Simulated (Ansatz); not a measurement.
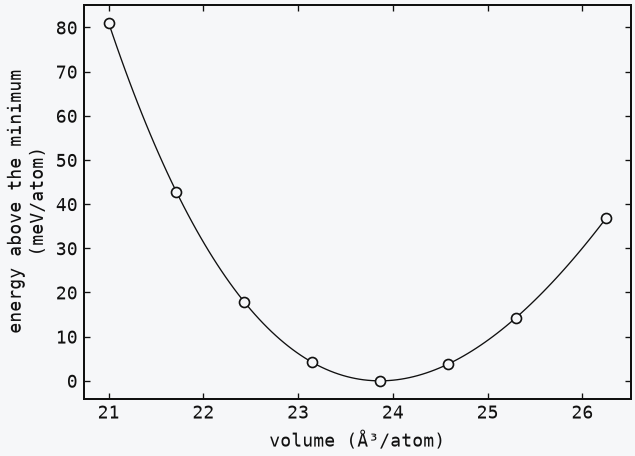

Calculation (Ansatz 0.2.0): third-order Birch-Murnaghan fit to density functional energies at scaled volumes of the given relaxed cell, shape and atoms relaxed at each volume; energies count from the fitted minimum; plane waves with PAW datasets, Γ-centred k mesh. Level: PBE, no spin polarisation.

| setting | value |
| --- | --- |
| wave cutoff | 420 eV |
| k mesh | 12×12×6 |
| occupations | Gaussian |
| smearing width | 0.1 eV |

Cell as given: a = 4.058 Å, b = 4.058 Å, c = 6.693 Å, α = 90.00°, β = 90.00°, γ = 120.00°; 4 atoms.

Caption: Energy above the minimum against volume for Ge, space group P6_3/mmc (No. 194).

A third-order Birch–Murnaghan fit gives V0 = 23.86 Å³/atom, B0 = 59.3 GPa and B′ = 4.7. The energy above the minimum is 81.1 meV/atom at volume 20.999 Å³/atom and 36.8 meV/atom at 26.249 Å³/atom; the lowest computed point is at volume 23.863 Å³/atom (0.0 meV/atom).

Caveats: a crossing between the sampled k points may be missed; bands touch, and spin-orbit coupling could open a gap.

Input of one of the runs behind the figure:
```
crystal:
  lattice:
    - [4.058156707, 0.0, 0.0]
    - [-2.0290783535, 3.5144668008, 0.0]
    - [0.0, 0.0, 6.6925281951]
  atoms:
    - { symbol: Ge, position: [0.6666666667, 0.3333333333, 0.0627911808] }
    - { symbol: Ge, position: [0.3333333333, 0.6666666667, 0.5627911808] }
    - { symbol: Ge, position: [0.6666666667, 0.3333333333, 0.4372088192] }
    - { symbol: Ge, position: [0.3333333333, 0.6666666667, 0.9372088192] }
basis:
  ecutwfc: 420
kpoints:
  mp_grid: { grid: [12, 12, 6] }
hamiltonian:
  xc: pbe
scf:
  occupations: { method: gaussian, width: 0.1 }
output:
  forces: true
  stress: true
  eigenvalues: true
  write_density: true
  write_potential: true
  elf: true
  volumetric_format: npy
relax:
  adjacent_minimum: "off"
  f_tol: 0.005
  max_steps: 80
  cell: { stress_tol: 0.05 }
```

Run as:
```bash
ansatz run input.yaml --threads 1 --pin off --max-ram 2560MiB --backend cpu --events-out ev --progress --plain --runs-dir out
```
